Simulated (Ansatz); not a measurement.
Structure (in its standard cell), the end point of a relaxation with DFT, r2SCAN, plane waves (500 eV) with PAW, scalar-relativistic in Ansatz; the starting structure was generated, so it need not be a known form of this composition:

```
CELL_PARAMETERS angstrom
3.80104 0.00000 0.00000
0.00000 3.80104 0.00000
0.00000 0.00000 3.80104
ATOMIC_POSITIONS crystal
Si 0.00000 0.00000 0.00000
Si 0.00000 0.50000 0.50000
Si 0.50000 0.00000 0.50000
Si 0.50000 0.50000 0.00000
```

Predict the [110] zone-axis pattern (200 kV, kinematic, B = 0.5 Å²).

Answer. The spots form a centred rectangular net with both shortest vectors at d = 2.19 Å, 70.5° apart. They are -1 1 -1 and -1 1 1. The pattern has symmetry 2mm. The lattice centring (F) removes all reflections that break h + k = 2n, h + l = 2n.

Strongest reflections with d > 0.80 Å, one of each family (|F|² from tabulated Gaussian fits of the electron scattering factors, times a small damping for the curvature of the Ewald sphere):

```json
{"hkl": "1 -1 1", "d (Å)": "2.195", "I (strongest = 100)": "100"}
{"hkl": "0 0 2", "d (Å)": "1.901", "I (strongest = 100)": "68"}
{"hkl": "2 -2 0", "d (Å)": "1.344", "I (strongest = 100)": "24"}
{"hkl": "1 -1 3", "d (Å)": "1.146", "I (strongest = 100)": "14"}
{"hkl": "2 -2 2", "d (Å)": "1.097", "I (strongest = 100)": "12"}
{"hkl": "0 0 4", "d (Å)": "0.950", "I (strongest = 100)": "8"}
```

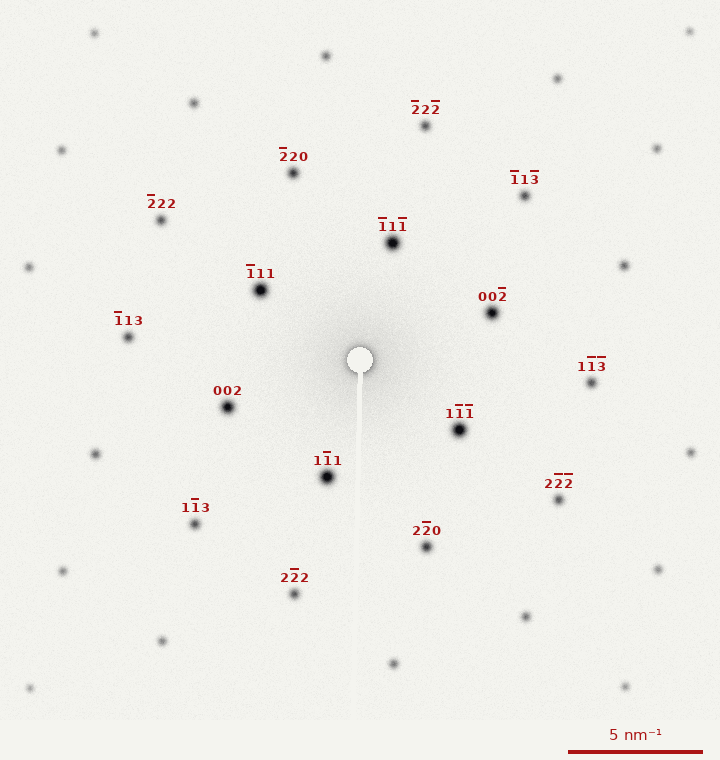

Calculated pattern, seen from the source side with [110] pointing towards the source.
